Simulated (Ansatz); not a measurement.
# What a change does: geometry relaxation on TiAl₃

System: TiAl₃ (I4/mmm, 4 atoms in the cell).
Method of run 1: Kohn-Sham DFT of a periodic cell, revPBE with D3(BJ), Ansatz PAW, no spin polarisation (Ansatz 0.2.0).

The structure derives from a Materials Project entry. Text and figures count atoms from 1; the logs count them from 0 in places.

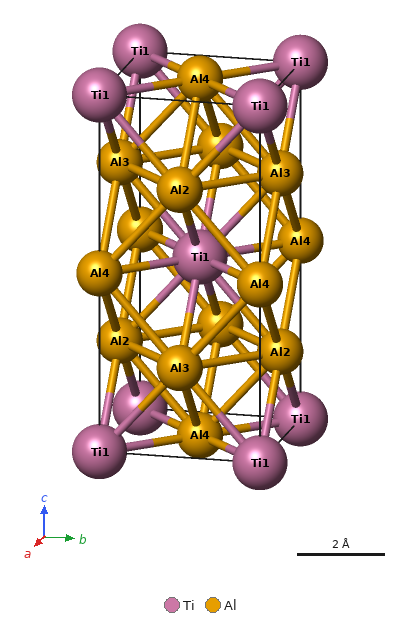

Figure 1. The structure as given in the input (ball-and-stick view of the cell 2 times as large as that of the calculation, set on its symmetry axes, seen slightly off an axis; atoms are numbered from 1 in the order of the input). An atom can appear more than once, as a periodic image.

## The input, run 1
```yaml
crystal:
  lattice:
    - [-1.9111067713, 1.9111067713, 4.2806687947]
    - [1.9111067713, -1.9111067713, 4.2806687947]
    - [1.9111067713, 1.9111067713, -4.2806687947]
  atoms:
    - { symbol: Ti, position: [0.0, 0.0, 0.0] }
    - { symbol: Al, position: [0.25, 0.75, 0.5] }
    - { symbol: Al, position: [0.75, 0.25, 0.5] }
    - { symbol: Al, position: [0.5, 0.5, 0.0] }
hamiltonian:
  xc: revpbe
  pseudopotentials: { kind: paw }
  dispersion: d3bj
kpoints:
  mp_grid: { grid: [10, 10, 10] }
scf:
  occupations: { method: fermi_dirac, width: 0.05 }
output:
  forces: true
  stress: true
  eigenvalues: true
relax:
  f_tol: 0.01
  max_steps: 40
  cell: { stress_tol: 0.05 }
```

Command:
```bash
ansatz run input.yaml --threads 2 --pin off --max-ram 5632MiB --backend cpu --events-out ev --progress --plain --runs-dir out
```

Hardware: 2 threads of Arm Neoverse V1, 24 GiB of memory available, shared host.

## Output, shortened to warnings, some set-up lines, iterations and results (run 1)
```
Basis set: ecut = 420 eV, 1203 PW (Γ), exchange–correlation on 72×72×72 points (8 copies of the dense FFT grid, shifted against one another)
Symmetry: 16 space group operations
k-points: 102 of 1000
Initial density: superposition of atomic densities (neutral atoms: chi_scale 0, normalization atom), corrected by the library's trained network
[...]
SCF iter   1: F=—  HF=-4126.409328 eV  |F-HF|=—  |Δ(HF+E_count)|=         —  Δρ=3.09e-3  dr2=8.24e-3  ethr=1.77e-3  ⟨swp⟩=5.7  Hψ=8951  notcnv=0
SCF iter   2: F=—  HF=-4126.408347 eV  |F-HF|=—  |Δ(HF+E_count)|=   9.81e-4  Δρ=1.70e-3  dr2=2.35e-3  ethr=3.92e-5  ⟨swp⟩=1.2  Hψ=2363  notcnv=0
SCF iter   3: F=—  HF=-4126.408074 eV  |F-HF|=—  |Δ(HF+E_count)|=   2.73e-4  Δρ=2.91e-4  dr2=5.70e-5  ethr=1.12e-5  ⟨swp⟩=2.1  Hψ=1807  notcnv=0
SCF iter   4: F=—  HF=-4126.408077 eV  |F-HF|=—  |Δ(HF+E_count)|=   3.05e-6  Δρ=4.14e-5  dr2=1.19e-6  ethr=2.71e-7  ⟨swp⟩=2.1  Hψ=2138  notcnv=0
SCF iter   5: F=-4126.408077 eV  HF=-4126.408077 eV  |F-HF|=3.92e-9  |Δ(HF+E_count)|=   2.73e-7  Δρ=8.24e-6  dr2=2.98e-8  ethr=5.66e-9  ⟨swp⟩=2.0  Hψ=2144  notcnv=0
[... 30 lines ...]
SCF iter   4: F=—  HF=-4126.449072 eV  |F-HF|=—  |Δ(HF+E_count)|=   5.17e-9  Δρ=4.91e-7  dr2=8.97e-11  ethr=5.85e-12  ⟨swp⟩=2.0  Hψ=2502  notcnv=0
SCF iter   5: F=-4126.449072 eV  HF=-4126.449072 eV  |F-HF|=9.09e-13  |Δ(HF+E_count)|=  7.37e-11  Δρ=8.44e-8  dr2=3.23e-12  ethr=1.00e-12  ⟨swp⟩=1.0  Hψ=1550  notcnv=0
SCF iter   6: F=-4126.449072 eV  HF=-4126.449072 eV  |F-HF|=9.09e-13  |Δ(HF+E_count)|=    0.00e0  Δρ=1.70e-8  dr2=2.43e-13  ethr=1.00e-12  ⟨swp⟩=2.0  Hψ=4528  notcnv=0
SCF 5 converged in 6 iterations: F = -4126.449072 eV  dr2 = 2.43e-13
relax step   5: F+E_penalty+E_count = -4126.44907196 eV  Δ(F+E_penalty+E_count) = +8.531e-4 eV  max|allowed force component| = 5.204e-18 eV/Å  Δτ_max = 0.0000 Å  P = -0.024 …
basis re-selected at this cell: Δ(F+E_penalty+E_count) = +8.531e-4 eV, ΔP = -0.018 GPa vs the last step (what re-selecting the basis moved, of the pressure what is left beyond the Pulay correction that the steps carried, after the strain that the cell walked since its last selection, with what the …
SCF converged after 6 iterations
Free energy (F): -4126.449072 eV
Harris-Foulkes:  -4126.449072 eV  (|F-HF|=9.09e-13)
Internal energy: -4126.436231 eV  (E = F + TS)
E sigma→0 (E₀):  -4126.442652 eV
Entropy (-TS):   -0.012841 eV (-3.210 meV/atom)
Fermi energy:    10.292458 eV
--- Per-component energies (eV) ---
  E_band       = -138.129290
  E_kinetic    = 347.809484
  E_local      = -1164.961796  (includes V_loc(G=0)·N_el)
  E_nonlocal   = 39.292562
  E_hartree    = 517.567970
  E_xc         = -220.083694
  E_vxc        = -212.617132  (∫ρ·V_xc dr)
  E_paw        = -2460.155597  (= ΣΔE_a)
  E_vpaw       = -182.788482  (= ΣTr[D̂ρ^β])
  E_aug_tail   = 0.000120  (compensation charges beyond the density's cutoff)
  E_ewald      = -1182.464993
  E_disp       = -3.359409  (pairwise vdW)
  E_core_change = -0.080878  (= ΣΔE_core)
  E_smearing   = -0.012841  (= −TS)
  E_closure    = -0.000000  (closes the sum)
  Σ components = -4126.449072   (vs F -4126.449072, Δ=0.00e0)
--- Forces (eV/Å), atoms counted from 1 ---
  atom   1  Ti     0.00000000     0.00000000     0.00000000
  atom   2  Al     0.00000000     0.00000000     0.00000000
  atom   3  Al     0.00000000    -0.00000000     0.00000000
  atom   4  Al     0.00000000     0.00000000    -0.00000000
  max |Σ_I F_I| component: 6.94e-18 eV/Å
--- Stress (GPa, compression-positive) ---
       -0.021051       0.000000       0.000000
        0.000000      -0.021051       0.000000
        0.000000      -0.000000      -0.030177
  P = ⅓ Tr σ = -0.0241 GPa (-0.241 kbar)
--- Relaxed structure (4 steps of the walk, 4 accepted, 1 SCFs on fresh bases) ---
  F+E_penalty+E_count = -4126.44907196 eV   max|allowed force component| = 5.204e-18 eV/Å   (the final SCF, on the basis selected at the relaxed cell)
  cell:  # Å, volume = 59.8941 Å³
    - [-1.885861161896063, 1.8858611618960628, 4.2102199575339]
    - [1.885861161896063, -1.8858611618960628, 4.2102199575339]
    - [1.885861161896063, 1.8858611618960628, -4.2102199575339]
  atoms:
[...]
```

For run 2 the input was changed thus:
```diff
-  dispersion: d3bj
+  dispersion: d4
```

Predict how the results change.

The total energies belong to different models, so their difference says nothing on which is more stable or more accurate. The volume per atom goes from 14.97 to 15.41 Å³. The SCF takes 26 iterations over all geometry steps against 30.

## Output, shortened to warnings, some set-up lines, iterations and results (run 2)
```
Basis set: ecut = 420 eV, 1203 PW (Γ), exchange–correlation on 72×72×72 points (8 copies of the dense FFT grid, shifted against one another)
Symmetry: 16 space group operations
k-points: 102 of 1000
Initial density: superposition of atomic densities (neutral atoms: chi_scale 0, normalization atom), corrected by the library's trained network
[...]
SCF iter   1: F=—  HF=-4125.329519 eV  |F-HF|=—  |Δ(HF+E_count)|=         —  Δρ=3.09e-3  dr2=8.24e-3  ethr=1.77e-3  ⟨swp⟩=5.7  Hψ=8951  notcnv=0
SCF iter   2: F=—  HF=-4125.328538 eV  |F-HF|=—  |Δ(HF+E_count)|=   9.81e-4  Δρ=1.70e-3  dr2=2.35e-3  ethr=3.92e-5  ⟨swp⟩=1.2  Hψ=2363  notcnv=0
SCF iter   3: F=—  HF=-4125.328265 eV  |F-HF|=—  |Δ(HF+E_count)|=   2.73e-4  Δρ=2.91e-4  dr2=5.70e-5  ethr=1.12e-5  ⟨swp⟩=2.1  Hψ=1807  notcnv=0
SCF iter   4: F=—  HF=-4125.328268 eV  |F-HF|=—  |Δ(HF+E_count)|=   3.05e-6  Δρ=4.14e-5  dr2=1.19e-6  ethr=2.71e-7  ⟨swp⟩=2.1  Hψ=2138  notcnv=0
SCF iter   5: F=-4125.328268 eV  HF=-4125.328268 eV  |F-HF|=3.92e-9  |Δ(HF+E_count)|=   2.73e-7  Δρ=8.24e-6  dr2=2.98e-8  ethr=5.66e-9  ⟨swp⟩=2.0  Hψ=2144  notcnv=0
[... 24 lines ...]
SCF iter   6: F=-4125.333030 eV  HF=-4125.333030 eV  |F-HF|=0.00e0  |Δ(HF+E_count)|=    0.00e0  Δρ=6.80e-9  dr2=4.45e-14  ethr=1.00e-12  ⟨swp⟩=1.0  Hψ=1530  notcnv=0
SCF iter   7: F=-4125.333030 eV  HF=-4125.333030 eV  |F-HF|=0.00e0  |Δ(HF+E_count)|=    0.00e0  Δρ=1.23e-9  dr2=5.30e-16  ethr=1.00e-12  ⟨swp⟩=1.0  Hψ=1530  notcnv=0
SCF iter   8: F=-4125.333030 eV  HF=-4125.333030 eV  |F-HF|=0.00e0  |Δ(HF+E_count)|=    0.00e0  Δρ=2.79e-10  dr2=3.57e-17  ethr=1.00e-12  ⟨swp⟩=1.0  Hψ=3468  notcnv=0
SCF 4 converged in 8 iterations: F = -4125.333030 eV  dr2 = 3.57e-17
relax step   4: F+E_penalty+E_count = -4125.33303006 eV  Δ(F+E_penalty+E_count) = +3.231e-4 eV  max|allowed force component| = 5.204e-18 eV/Å  Δτ_max = 0.0000 Å  P = -0.027 …
basis re-selected at this cell: Δ(F+E_penalty+E_count) = +3.231e-4 eV, ΔP = -0.007 GPa vs the last step (what re-selecting the basis moved, of the pressure what is left beyond the Pulay correction that the steps carried, after the strain that the cell walked since its last selection, with what the …
SCF converged after 8 iterations
Free energy (F): -4125.333030 eV
Harris-Foulkes:  -4125.333030 eV  (|F-HF|=0.00e0)
Internal energy: -4125.319852 eV  (E = F + TS)
E sigma→0 (E₀):  -4125.326441 eV
Entropy (-TS):   -0.013178 eV (-3.295 meV/atom)
Fermi energy:    9.953339 eV
--- Per-component energies (eV) ---
  E_band       = -145.278893
  E_kinetic    = 345.611585
  E_local      = -1178.871330  (includes V_loc(G=0)·N_el)
  E_nonlocal   = 38.932739
  E_hartree    = 521.485737
  E_xc         = -219.228646
  E_vxc        = -211.480733  (∫ρ·V_xc dr)
  E_paw        = -2459.853109  (= ΣΔE_a)
  E_vpaw       = -182.442746  (= ΣTr[D̂ρ^β])
  E_aug_tail   = 0.000119  (compensation charges beyond the density's cutoff)
  E_ewald      = -1171.154151
  E_disp       = -2.161916  (pairwise vdW)
  E_core_change = -0.080878  (= ΣΔE_core)
  E_smearing   = -0.013178  (= −TS)
  E_closure    = 0.000000  (closes the sum)
  Σ components = -4125.333030   (vs F -4125.333030, Δ=0.00e0)
--- Forces (eV/Å), atoms counted from 1 ---
  atom   1  Ti    -0.00000000     0.00000000     0.00000000
  atom   2  Al    -0.00000000    -0.00000000     0.00000000
  atom   3  Al     0.00000000     0.00000000     0.00000000
  atom   4  Al    -0.00000000    -0.00000000     0.00000000
  max |Σ_I F_I| component: 6.94e-18 eV/Å
--- Stress (GPa, compression-positive) ---
       -0.023346       0.000000       0.000000
        0.000000      -0.023346       0.000000
        0.000000       0.000000      -0.034482
  P = ⅓ Tr σ = -0.0271 GPa (-0.271 kbar)
--- Relaxed structure (3 steps of the walk, 3 accepted, 1 SCFs on fresh bases) ---
  F+E_penalty+E_count = -4125.33303006 eV   max|allowed force component| = 5.204e-18 eV/Å   (the final SCF, on the basis selected at the relaxed cell)
  cell:  # Å, volume = 61.6394 Å³
    - [-1.9034741838222313, 1.9034741838222313, 4.253088800244337]
    - [1.9034741838222313, -1.9034741838222313, 4.253088800244337]
    - [1.9034741838222313, 1.9034741838222313, -4.253088800244337]
  atoms:
[...]
```

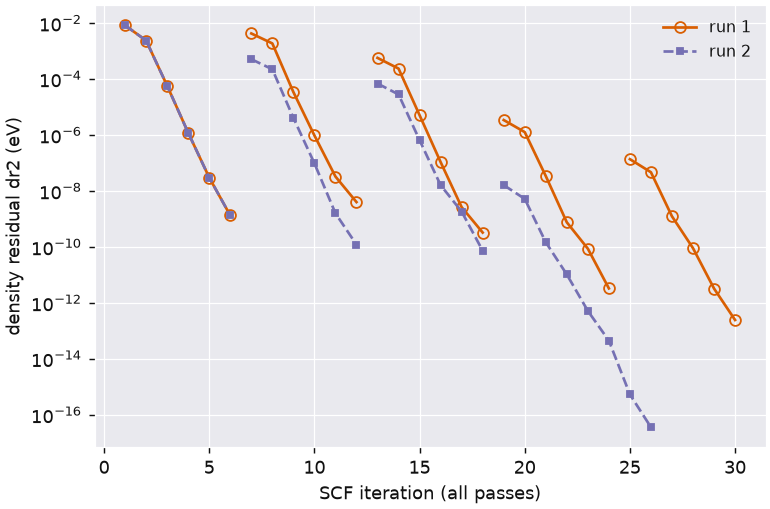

Figure 2. Convergence of the two runs: density residual dr2 against the SCF iteration. A break in a curve parts two SCF passes. Run 1 takes 30 iterations in all, and run 2 takes 26.

## The two runs side by side

```csv
quantity,run 1,run 2
outcome,converged,converged
free energy per atom (eV),−1031.6123,−1031.3333
"energy per atom, smearing taken to zero (eV)",−1031.6107,−1031.3316
gap on the mesh (eV),0.00,0.00
pressure (GPa),−0.02,−0.03
volume per atom (Å³),14.97,15.41
largest force (eV/Å),0.000,0.000
SCF iterations,30,26
irreducible k-points,102,102
wall time (shared host),16 s,14 s
```

For both runs: Points of doubt noted for this run: forces on files of another functional.
